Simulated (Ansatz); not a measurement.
## Molecular dynamics of Si$_{17}$O$_{32}$ (part 2 of 2)

Si$_{17}$O$_{32}$ (defect cell, 49 atoms in the cell); DFT LDA, scalar-relativistic, plane waves, PAW, PAW set soft_1, no spin polarisation (Ansatz 0.2.0); cutoff 420 eV, 2×2×2 k-mesh, Fermi–Dirac smearing of 0.02 eV. The structure derives from a Materials Project entry. It belongs to a series of runs on one base structure; here: dynamics from the last frame of the run before.

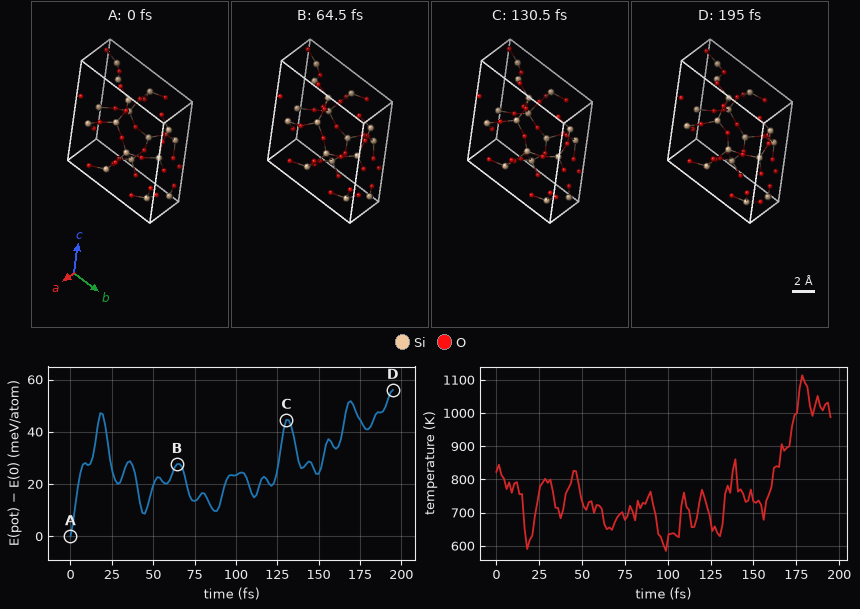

Figure 1. Frames of the molecular dynamics (ball-and-stick, reduced simulation cell, seen slightly off an axis) above the curves, on which the letters mark them. The trajectory kept here has 131 frames over 195 fs. The temperature starts at 823 K, ranges from 585 to 1114 K and averages 805 K over the second half. The potential energy ends 56.0 meV/atom above its first value. With the common drift removed, the root-mean-square displacement is 0.37 Å, and O41 has moved furthest (0.83 Å).

```
automatic band count: iter
[...]
  E_aug_tail   = 0.026892  (compensation charges beyond the density's cutoff)
  E_ewald      = -9212.479476
  E_core_change = 4.535110  (= ΣΔE_core)
  E_smearing   = -0.000000  (= −TS)
  E_closure    = -0.000000  (closes the sum)
  Σ components = -28161.410189   (vs F -28161.410189, Δ=0.00e0)
--- Forces (eV/Å), atoms counted from 1 ---
  atom   1  Si    -2.50457575     0.62403814     0.06173944
  atom   2  Si    -1.30160558    -1.13984505     2.66034413
  atom   3  Si     1.56600760    -3.72478748    -1.59593509
  atom   4  Si    -3.59957315     3.29452615     0.32097532
  atom   5  Si    -1.78092130     2.65777448    -1.61832670
  atom   6  Si    -1.10173515     1.65806121     3.08740451
  atom   7  Si    -6.32477654     0.03335563    -0.21144575
  atom   8  Si     0.44909199    -1.36214397    -0.38147057
  atom   9  O     -0.25998661    -1.89436103    -0.36068149
  atom  10  O      1.61762652     0.10993388     1.90686177
  atom  11  O     -1.01581345    -1.19005558    -1.30884449
  atom  12  O      2.43194938     0.47499675    -0.73236872
  atom  13  O     -1.32630863     0.99181134    -0.16796849
  atom  14  O     -0.06374486     2.73157151    -1.90654799
  atom  15  O      0.93595737    -1.34847176     0.05288360
  atom  16  O      0.67864581    -0.30870665    -0.37697309
  atom  17  O      5.01368765    -0.51468844    -3.17916731
  atom  18  O     -0.99837423    -0.98103146     0.90315378
  atom  19  O     -1.29322672     1.47984208    -2.30698200
  atom  20  O     -0.47293381    -0.01279778     1.07018395
  atom  21  O      2.48791688    -0.74052784    -0.77790081
  atom  22  O      0.73543293     2.26515360     1.53369645
  atom  23  O      5.62371808    -0.76761564    -0.57289305
  atom  24  O     -0.61670715     1.22312777    -0.05822923
  atom  25  Si    -1.49858862    -1.61771652    -2.18175112
  atom  26  Si     2.27245648    -1.90892370     0.96257573
  atom  27  Si    -0.82721316    -2.04720484    -0.58917544
  atom  28  Si    -0.80441856    -0.08325082     4.54848344
  atom  29  Si    -0.03129416    -1.99049080    -0.23958126
  atom  30  Si    -1.23145981     1.56325298    -4.01884798
  atom  31  Si     0.91241779    -0.05443035     2.12122162
  atom  32  Si     0.94221840     1.15585029     0.98385956
  atom  33  O      0.48349516    -0.06256129     1.77722253
  atom  34  O     -0.43321655    -0.84340788     0.52987608
  atom  35  O      1.08476922     1.48821081     1.74282319
  atom  36  O     -0.58002677     0.24418240    -0.90619257
  atom  37  O      0.26994429    -4.37876538     1.84977793
  atom  38  O     -0.43839050     1.31205392    -0.89665556
  atom  39  O      0.05705783     1.48690028    -1.24277015
  atom  40  O      0.12983341     2.27722250     0.35082826
  atom  41  O      1.61160410     0.86203436    -1.14183441
  atom  42  O      0.68007669    -0.70293754    -0.66451981
  atom  43  O      0.25356346    -0.61528142    -0.19499605
  atom  44  O     -0.60448129     0.07855852     0.68097392
  atom  45  O      0.75996057    -0.68820065     0.15555804
  atom  46  O     -0.33182693     0.42057467     0.39520094
  atom  47  O      0.08614544     0.07163426    -0.49328521
  atom  48  O     -0.37082009     0.11884765    -0.43865597
  atom  49  Si    -1.27158975     0.35470022     0.86836444
  max |Σ_I F_I| component: 3.20e-5 eV/Å
--- MD trajectory: 130 steps, t = 0.0 → 195.0 fs ---
  final state: T = 987.7 K   F+E_penalty+E_count = -28161.41018854 eV   E_kin = 6.255641 eV
```

## Trajectory as extended XYZ (Å, eV, eV/Å), 4 of the 131 frames kept, from step=0 to step=130
```
49
Lattice="-8.5230 -4.8942 0.0000 8.5230 -4.8942 0.0000 -5.4296 0.0000 8.1232" Properties=species:S:1:pos:R:3:forces:R:3 step=0 time_fs=0.0 energy=-28164.15481 temperature=822.9
Si   -0.1162   -4.0696    2.3032    0.9578   2.1970   1.5492
Si   -0.6787   -3.6063    5.3864    1.6480  -2.8240  -0.3391
Si    2.8295   -3.9407    1.3883   -1.7540   0.7295   1.1506
Si   -3.4331   -3.2168    6.5357   -0.1445   1.6524   0.9305
Si   -5.0977   -5.5740    5.6463   -0.2400  -4.3346  -0.7912
Si   -7.8483   -6.1049    6.9129    0.0181  -0.8762   0.5782
Si   -5.1316   -5.9705    2.6619   -1.3872  -1.7979   0.9430
Si   -2.1847   -6.2577    1.8758   -3.8333  -3.7030  -0.4888
O    -2.7181   -6.1668    0.3685    0.6926   0.3229  -0.4794
O    -5.7888   -5.8938    4.2015    1.3454   0.7151  -0.9885
O    -8.5288   -7.3821    6.2421    0.4741   0.4902   0.6579
O    -6.2845   -6.1171    6.5983   -0.3507   0.5204   0.6797
O    -4.5045   -8.9860    6.6308    0.2059   0.1055  -0.1930
O     3.9106   -5.0344    1.8740   -0.0335   0.0036   0.2622
O    -4.1550   -1.7182    6.4950    2.6213  -3.1820   0.6025
O    -1.5155   -0.5682    1.7793    0.5705   0.0897  -0.8834
O    -2.2727   -3.3165    5.3628   -1.2908   0.4059   0.4554
O    -2.7154   -3.6429    7.9137   -0.0521  -0.3443  -0.4595
O    -8.6665   -4.8343    6.4182    0.1696  -0.4786   0.6071
O    -0.2334   -3.3340    3.8310   -0.0954  -1.5552  -0.6878
O     1.4099   -4.4507    2.0871    0.3264  -0.7181  -0.9078
O     2.7315   -2.4081    1.9462    1.5879   0.9384   0.7293
O    -3.5564   -6.0395    2.7189    1.2472  -0.2321   0.2102
O    -1.8079   -7.7843    2.2107    1.6647  -1.4260  -0.0765
Si   -9.2196   -4.1306    2.2516   -1.1138   0.5438  -0.3433
Si   -9.1727   -3.9379    5.2501    0.1668   1.9924  -1.8494
Si   -6.2835   -3.3621    1.4015   -2.4480  -1.1849  -0.2142
Si   -3.2758   -7.9303    6.5525    0.2817  -0.4318  -0.6563
Si    3.4192   -5.4560    6.0237    0.0628   1.1144  -0.8439
Si    0.5460   -6.4409    6.5276   -1.1746   2.9066  -1.9337
Si    3.7546   -6.2413    3.0979   -1.0272   0.4341  -1.1942
Si   -1.7550   -2.0524    1.2010   -1.9468   0.8508   0.3509
O    -2.7560   -2.0600   -0.1246    0.4557  -0.8940   2.1332
O     3.3745   -5.3780    4.4073   -0.6934   0.4559   0.7157
O    -8.3306   -2.5425    5.3221    0.8452  -0.1853   0.7122
O     1.9859   -5.7615    6.6261    0.6997  -0.0776  -0.1374
O    -4.6095   -4.2235    6.1980   -0.1481   2.2103   0.4386
O    -5.5097   -4.6904    1.8210   -0.0238   0.3814  -0.5184
O    -3.8116   -6.5705    5.9249   -0.7917   0.9756  -0.0109
O    -1.0782   -5.3347    2.3248    2.5092   2.0918   0.6769
O    -2.1696   -8.3409    5.3764   -0.9496  -0.7030   1.5725
O    -2.6695   -7.7937    8.0860   -0.3899   0.0075  -2.0220
O    -0.3608   -5.1042    6.1377   -0.8302   1.7873  -1.1224
O    -8.8257   -4.5026    3.7765   -0.2296   0.0696   0.4493
O    -7.9097   -3.7977    1.3620    0.6266   0.3117   0.2940
O     2.4263   -7.0978    2.4299    0.8475   1.4647   1.5014
O    -2.5546   -2.8474    2.3726    1.0720  -0.3751  -1.3842
O    -0.4678   -2.9802    1.1060    0.9941  -0.8007  -0.0203
Si   -3.5540   -3.3638    3.5154   -1.1424   0.3560   0.3450
49
Lattice="-8.5230 -4.8942 0.0000 8.5230 -4.8942 0.0000 -5.4296 0.0000 8.1232" Properties=species:S:1:pos:R:3:forces:R:3 step=43 time_fs=64.5 energy=-28162.80043 temperature=650.3
Si   -0.1608   -4.2705    2.2976   -0.2702   0.3416   0.0670
Si   -0.6783   -3.6902    5.2913    2.8284  -0.9814   2.4970
Si    2.7319   -3.9736    1.5323   -3.0369   1.9696   0.7593
Si   -3.1856   -3.2103    6.6833   -4.1685   2.3048  -1.7271
Si   -4.9074   -5.4646    5.7561   -0.0224  -0.0435  -0.4711
Si   -7.6924   -6.2398    6.7986   -3.6702   0.6222  -0.8514
Si   -5.1392   -5.9921    2.7684   -1.2193   0.7358  -3.2348
Si   -2.1818   -6.5135    1.7987    0.0466   0.7125  -0.0779
O    -2.3408   -6.1815    0.2403   -0.2185  -0.1593   1.6961
O    -5.5100   -5.4988    4.2254    0.4943  -0.4457   1.1865
O    -8.4552   -7.5872    6.3208    0.7989   0.2524  -0.5922
O    -6.1943   -5.9456    6.5350    0.7490  -0.5768  -0.1163
O    -4.5995   -8.8751    6.3111    1.3823   0.9669   0.0101
O     3.8453   -5.0146    1.8440    1.6989   0.8470  -1.2477
O    -3.7055   -1.5626    6.4783    3.8975  -4.3375   1.6325
O    -1.2134   -0.6348    1.3128   -0.3094  -0.3923   1.3189
O    -2.2408   -3.4708    5.4187   -0.4787   0.0978   0.1129
O    -2.7158   -3.5387    8.1145    1.0704  -0.2553   0.3468
O    -8.8030   -5.1611    6.1690    2.4532   0.8188   0.1232
O    -0.2013   -3.5760    3.7964    0.0663  -0.0852  -0.9806
O     1.3194   -4.7365    1.9430    1.8810   0.5702  -0.3761
O     2.7742   -2.5680    2.3326   -0.2476   0.5058   0.5918
O    -3.6216   -6.2557    2.4555    1.7080   0.2443   0.4836
O    -1.7922   -8.0244    2.0819   -0.9286   0.0574  -0.0011
Si   -9.1579   -4.2077    2.1494   -1.4017  -1.3812  -0.3288
Si   -8.9479   -3.8330    5.2001   -2.1699  -3.0813  -0.4147
Si   -6.3889   -3.3485    1.2065   -0.8292  -4.6543  -0.1837
Si   -3.2571   -7.9512    6.4126    1.2546  -1.1925  -1.7983
Si    3.7536   -5.5271    5.9479   -4.8927   1.3489  -2.7230
Si    0.6582   -6.2527    6.5436    2.8888  -0.8652  -3.4994
Si    3.7102   -6.1979    2.8653   -0.8515  -1.4087   1.9201
Si   -1.8010   -2.1205    1.0985    1.4434  -1.8919   0.1062
O    -2.7344   -2.0804   -0.2198   -0.1772  -0.1960   0.7395
O     3.3650   -5.5973    4.3280    0.5026   0.3741   0.5294
O    -8.1721   -2.4713    5.2555    1.1405   1.2383   1.8369
O     2.2937   -5.9190    6.5138   -2.3439  -0.5308   0.8191
O    -4.6127   -4.0154    6.3845    1.4848   0.5515  -0.2317
O    -5.6295   -4.7592    1.7101   -0.1240  -0.6971   0.7258
O    -3.6465   -6.4253    6.1173   -0.5939   0.7781  -1.2088
O    -0.9752   -5.6431    2.4678   -1.0211  -0.0761  -0.3985
O    -2.0310   -8.5750    5.4612   -2.0343   1.7443   0.7304
O    -2.7174   -7.8755    7.8977    0.1071  -0.1898   0.6276
O    -0.2839   -5.0692    6.1496   -1.2324   1.2707  -1.1033
O    -8.8480   -4.5033    3.6816    0.6106   0.2798   0.6335
O    -8.0019   -3.6946    1.2307    2.5856   0.9064  -0.9342
O     2.4916   -7.1693    2.2183    0.9267   3.0420   2.6528
O    -2.6743   -3.1624    1.9954   -0.9887   0.4509   1.7518
O    -0.5353   -3.2446    1.1021   -0.1188   1.3850  -0.2432
Si   -3.7699   -3.2132    3.3075    1.3299  -0.9756  -1.1550
49
Lattice="-8.5230 -4.8942 0.0000 8.5230 -4.8942 0.0000 -5.4296 0.0000 8.1232" Properties=species:S:1:pos:R:3:forces:R:3 step=87 time_fs=130.5 energy=-28161.97203 temperature=629.1
Si   -0.1718   -4.1949    2.3106    1.3770  -0.5434   2.5158
Si   -0.4846   -3.6178    5.3894   -0.7954  -1.7063  -1.2992
Si    2.6700   -3.8741    1.4362   -0.5759  -3.9256  -0.4335
Si   -3.2405   -3.0041    6.6239   -1.6812   1.4399  -1.1780
Si   -4.8231   -5.4789    5.5346   -0.6492  -0.3747   2.6387
Si   -7.6167   -6.0430    6.8716    0.4351  -2.7231  -1.5456
Si   -5.2995   -6.0425    2.5902    2.0728  -1.7678   0.2107
Si   -2.1259   -6.3990    1.8898   -2.5290  -1.0033   0.0214
O    -2.3365   -6.0986    0.3071    0.4070   0.4530   1.8877
O    -5.4163   -5.4608    4.0528   -0.9100   0.3504   1.3659
O    -8.2187   -7.5220    6.2576    2.2175   3.3348   1.7845
O    -6.0501   -5.9966    6.5109   -0.6886   0.9184  -0.4930
O    -4.7741   -8.8713    6.4471   -0.9378  -2.6833  -1.4911
O     3.8912   -4.8694    1.8942   -0.2277  -1.1034  -0.6060
O    -3.6414   -1.3907    6.4910    0.4006  -1.7872  -0.2052
O    -1.1942   -0.7185    1.6460    0.0290  -0.2643  -0.4947
O    -2.0557   -3.2788    5.6656    2.1816  -0.4405  -2.1505
O    -2.7541   -3.2570    8.0515    0.7600  -1.1925   3.4384
O    -8.5346   -4.8732    6.3368   -0.8305   0.0764  -0.1776
O    -0.2921   -3.4210    3.7728    0.4415  -0.2583   0.4063
O     1.3042   -4.6996    1.9105    0.9527   0.2061  -0.4511
O     2.7241   -2.6623    2.3586   -0.3834   4.1561   2.3541
O    -3.7068   -6.1656    2.4769    3.1998  -0.0282  -1.0548
O    -1.8609   -8.0104    1.9371   -2.1441   1.9763   0.7142
Si   -9.2731   -4.1917    2.1406    0.9989   0.9159   2.5465
Si   -9.1689   -3.8598    5.2701   -1.3646   0.0070  -0.5578
Si   -6.5140   -3.5408    1.2948   -1.1214   2.7657  -0.9095
Si   -3.3964   -8.0861    6.4302   -1.4338   2.2006  -0.4400
Si    3.6496   -5.5224    5.8215   -2.0624   1.6370   0.7787
Si    0.6586   -6.3438    6.4494    2.0005  -1.1140   1.4989
Si    3.8566   -6.2780    2.8851   -2.8641   1.7311  -1.4874
Si   -1.6232   -2.1045    1.0602   -0.9156  -0.9115  -1.9176
O    -2.8067   -1.9746   -0.1510    2.6044   0.6596   0.4426
O     3.3811   -5.4636    4.2498    0.9490  -0.6175  -0.6757
O    -8.2819   -2.5624    5.4567   -0.9183  -1.6764  -1.4898
O     2.2539   -6.2188    6.2554    0.1192   0.1471   1.5898
O    -4.3713   -4.0107    6.1443   -1.3896  -0.9937  -0.8286
O    -5.8930   -4.9452    1.6414   -0.5698  -0.5175  -0.5766
O    -3.7485   -6.5954    5.9302    0.2848   1.3060  -0.7573
O    -1.0027   -5.5387    2.7322   -1.5452  -0.7468  -1.9556
O    -2.3135   -8.4670    5.3671    3.6122  -1.7342  -0.5982
O    -2.9802   -8.0504    7.9234    1.5786  -0.1899   1.4481
O    -0.1093   -5.1397    5.9183   -2.0653   4.2949  -1.0410
O    -8.9440   -4.4198    3.7910   -0.0669  -0.0250  -2.4743
O    -8.1672   -3.4489    1.2398    2.0545  -1.5712   0.6737
O     2.4661   -7.1882    2.1865    2.1903   0.5703   1.6545
O    -2.4095   -3.0628    2.0193   -2.1828  -1.4757   2.1605
O    -0.3444   -3.1429    1.1473   -0.1987   2.0180  -2.7444
Si   -3.4256   -3.3604    3.2785    0.1844   0.2104  -0.0972
49
Lattice="-8.5230 -4.8942 0.0000 8.5230 -4.8942 0.0000 -5.4296 0.0000 8.1232" Properties=species:S:1:pos:R:3:forces:R:3 step=130 time_fs=195.0 energy=-28161.41019 temperature=987.7
Si   -0.1709   -4.1950    2.2319   -2.5046   0.6240   0.0617
Si   -0.2833   -3.5805    5.2850   -1.3016  -1.1398   2.6603
Si    2.6197   -3.6969    1.5003    1.5660  -3.7248  -1.5959
Si   -3.1656   -3.1135    6.5732   -3.5996   3.2945   0.3210
Si   -4.8873   -5.4783    5.6488   -1.7809   2.6578  -1.6183
Si   -7.5987   -6.1071    6.7859   -1.1017   1.6581   3.0874
Si   -5.0455   -5.8518    2.7115   -6.3248   0.0334  -0.2114
Si   -2.2300   -6.3002    1.8238    0.4491  -1.3621  -0.3815
O    -2.3925   -5.7954    0.3092   -0.2600  -1.8944  -0.3607
O    -5.6938   -5.6313    4.1747    1.6176   0.1099   1.9069
O    -7.7809   -7.5314    6.1649   -1.0158  -1.1901  -1.3088
O    -6.0938   -5.6778    6.7109    2.4319   0.4750  -0.7324
O    -4.8029   -9.0309    6.3692   -1.3263   0.9918  -0.1680
O     3.6801   -4.9596    1.8237   -0.0637   2.7316  -1.9065
O    -3.7690   -1.5351    6.4723    0.9360  -1.3485   0.0529
O    -1.5705   -0.6368    1.6926    0.6786  -0.3087  -0.3770
O    -1.9166   -3.2485    5.7026    5.0137  -0.5147  -3.1792
O    -2.6052   -3.3033    8.0506   -0.9984  -0.9810   0.9032
O    -8.7124   -5.0730    6.3515   -1.2932   1.4798  -2.3070
O    -0.0815   -3.4845    3.7049   -0.4729  -0.0128   1.0702
O     1.3069   -4.4777    1.9348    2.4879  -0.7405  -0.7779
O     2.9426   -2.4237    2.2763    0.7354   2.2652   1.5337
O    -3.5552   -5.7395    2.6190    5.6237  -0.7676  -0.5729
O    -2.0499   -7.9179    2.1756   -0.6167   1.2231  -0.0582
Si   -9.3706   -4.1001    2.3045   -1.4986  -1.6177  -2.1818
Si   -9.4215   -4.0250    5.2625    2.2725  -1.9089   0.9626
Si   -6.5520   -3.3535    1.2828   -0.8272  -2.0472  -0.5892
Si   -3.5101   -8.1185    6.2447   -0.8044  -0.0833   4.5485
Si    3.5092   -5.6176    5.8464   -0.0313  -1.9905  -0.2396
Si    0.5982   -6.4916    6.5686   -1.2315   1.5633  -4.0188
Si    3.6207   -6.2530    2.7033    0.9124  -0.0544   2.1212
Si   -1.7628   -2.1659    1.0933    0.9422   1.1558   0.9839
O    -2.8537   -2.2004   -0.1416    0.4835  -0.0626   1.7772
O     3.4305   -5.5450    4.2270   -0.4332  -0.8434   0.5299
O    -8.7713   -2.5822    5.4373    1.0848   1.4882   1.7428
O     2.2192   -6.3444    6.6078   -0.5800   0.2442  -0.9062
O    -4.4528   -3.7542    5.7331    0.2699  -4.3788   1.8498
O    -5.7715   -4.7594    1.7613   -0.4384   1.3121  -0.8967
O    -3.7689   -6.6260    5.8011    0.0571   1.4869  -1.2428
O    -0.8196   -5.7269    2.3327    0.1298   2.2772   0.3508
O    -2.4881   -9.0852    5.5325    1.6116   0.8620  -1.1418
O    -3.1827   -7.8009    7.8772    0.6801  -0.7029  -0.6645
O    -0.0028   -5.0167    6.0541    0.2536  -0.6153  -0.1950
O    -8.9320   -4.4924    3.7839   -0.6045   0.0786   0.6810
O    -8.1879   -3.5370    1.3849    0.7600  -0.6882   0.1556
O     2.3146   -7.1309    2.3387   -0.3318   0.4206   0.3952
O    -2.2982   -3.2548    2.2067    0.0861   0.0716  -0.4933
O    -0.3591   -3.0237    1.0387   -0.3708   0.1188  -0.4387
Si   -3.5185   -3.2421    3.2593   -1.2716   0.3547   0.8684
```

## Results in brief

```json
{"quantity": "outcome", "value": "finished"}
{"quantity": "mean temperature over the second half", "value": "805 K"}
{"quantity": "trajectory", "value": "130 steps, 195 fs"}
{"quantity": "ensemble", "value": "nvt_langevin"}
{"quantity": "temperature in the input", "value": "840.0 K"}
{"quantity": "time step", "value": "1.5 fs"}
{"quantity": "electrons treated", "value": "260"}
{"quantity": "potential energy (free energy of the electrons) (last step)", "value": "−28161.4102 eV"}
{"quantity": "Fermi energy (last step)", "value": "5.414 eV"}
{"quantity": "largest force (length of the vector) (last step)", "value": "6.328 eV/Å"}
{"quantity": "hardware", "value": "4 threads of Arm Neoverse V1, 24 GiB of memory available, shared host"}
{"quantity": "wall time", "value": "33 min (CPU time 2.2 h)"}
{"quantity": "peak memory", "value": "3.1 GiB"}
```

## Remarks

Warnings of the run: the PAW datasets were made with another functional. So short a trajectory is not equilibrated. The logged temperature at the start can lie below the typed one, since it is counted over all degrees of freedom.
